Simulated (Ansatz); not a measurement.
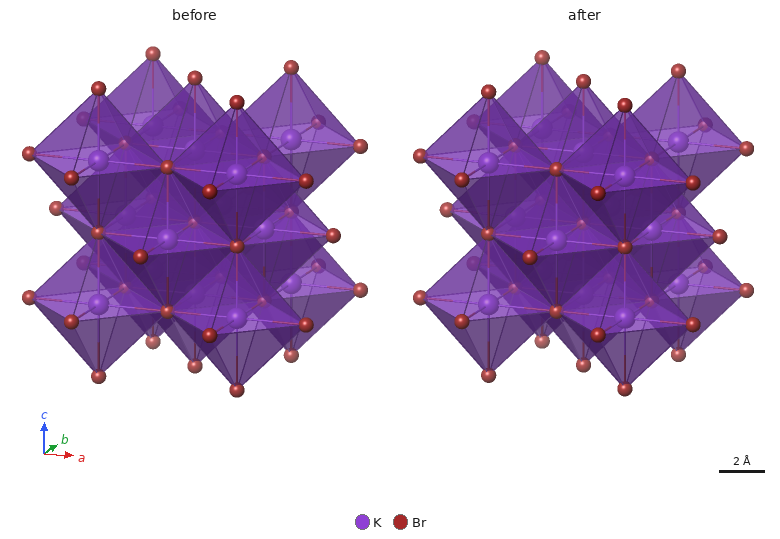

The structure of solid KBr (built on the rocksalt type) before (left) and after (right) a relaxation, at one scale.

Style: polyhedral. Shown: the conventional cell (4 times the calculation's cell), slightly off an axis. Lengths and directions refer to the drawn axes.

All numbers below come from DFT, r2SCAN, plane waves, PAW in Ansatz 0.2.0.

Input file:
```yaml
crystal:
  lattice:
    - [0.0, 3.3523161527, 3.3523161527]
    - [3.3523161527, 0.0, 3.3523161527]
    - [3.3523161527, 3.3523161527, 0.0]
  atoms:
    - { symbol: K, position: [0.0, 0.0, 0.0] }
    - { symbol: Br, position: [0.5, 0.5, 0.5] }
kpoints:
  mp_grid: { grid: [6, 6, 6] }
hamiltonian:
  xc: r2scan
scf:
  occupations: { method: fermi_dirac, width: 0.02 }
relax:
  f_tol: 0.005
  cell: {}
```

Command:
```bash
ansatz run input.yaml --threads 4 --pin off --max-ram 7372MiB --backend cpu --events-out ev --progress --plain --runs-dir out
```

Summarise the run.

Answer. The atoms keep their places relative to the cell (all moves are under 0.005 Å). The volume changes by −4.4 %, with a = b = c 6.705 → 6.604 Å (−1.5 %). Among the contacts that change: K1–Br2 3.352 → 3.302 Å. The space group stays Fm-3m (No. 225). After 2 accepted moves (3 points after the start) the energy has fallen by 3.2 meV per atom. All forces vanish by symmetry, so only the cell relaxes. The pressure goes from −0.62 to 0.03 GPa. The SCF was repeated once at an unchanged geometry on a basis and grid sized afresh for the cell, which shifted the energy by 0.2 meV per atom at most. Cost: 2.9 s on 4 threads of Arm Neoverse V2, with other jobs on the host, peak memory 0.51 GiB.
